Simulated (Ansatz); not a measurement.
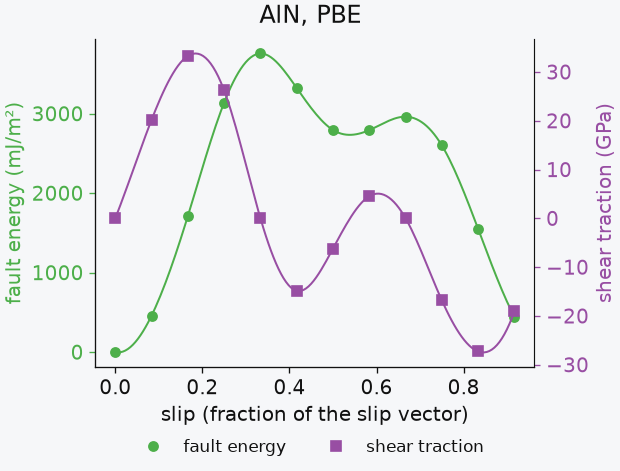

Caption: Fault energy and shear traction against slip for AlN, space group P6_3mc (No. 186).

The highest fault energy among the points, the barrier to rigid slip along this vector, is 3760 mJ/m² at slip 0.333; no local minimum, hence no metastable fault, shows among the points. The shear traction goes from 0.00 GPa at slip 0.0000 to −19.03 GPa at 0.9167, not monotonically, with a high of 33.28 GPa at 0.1667 and a low of −27.29 GPa at 0.8333. The spacing at cut is 1.92 Å.

Computed with Ansatz 0.2.0: rigid slide of a crystal across a plane by tilting cell vector c, one fault a cell, unrelaxed, by plane-wave density functional theory with PAW datasets, free energies less that of the undisturbed cell; scalar-relativistic. Level: PBE, no spin polarisation.

| setting | value |
| --- | --- |
| wave cutoff | 420 eV |
| k mesh | 8×8×3 |
| occupations | Gaussian |
| smearing width | 0.05 eV |
| k shift | (0, 0, 0) (mesh steps) |
| start | as given |
| height of the cut | 0 (fraction of cell vector c) |
| slip vector | (1, 1) (multiples of cell vectors a and b) |

The given structure:
```yaml
crystal:
  lattice:
    - [-3.11100, 0.00000, 0.00000]
    - [-1.55550, -2.69421, 0.00000]
    - [0.00000, 0.00000, 9.95600]
  atoms:
    - { symbol: Al, position: [0.33333, 0.33333, 0.90375] }
    - { symbol: Al, position: [0.33333, 0.33333, 0.40375] }
    - { symbol: Al, position: [0.66667, 0.66667, 0.15375] }
    - { symbol: Al, position: [0.66667, 0.66667, 0.65375] }
    - { symbol: N, position: [0.33333, 0.33333, 0.09625] }
    - { symbol: N, position: [0.33333, 0.33333, 0.59625] }
    - { symbol: N, position: [0.66667, 0.66667, 0.34625] }
    - { symbol: N, position: [0.66667, 0.66667, 0.84625] }
```

Keep in mind: odd k mesh can miss points on the zone edge; reference crystal is not relaxed.
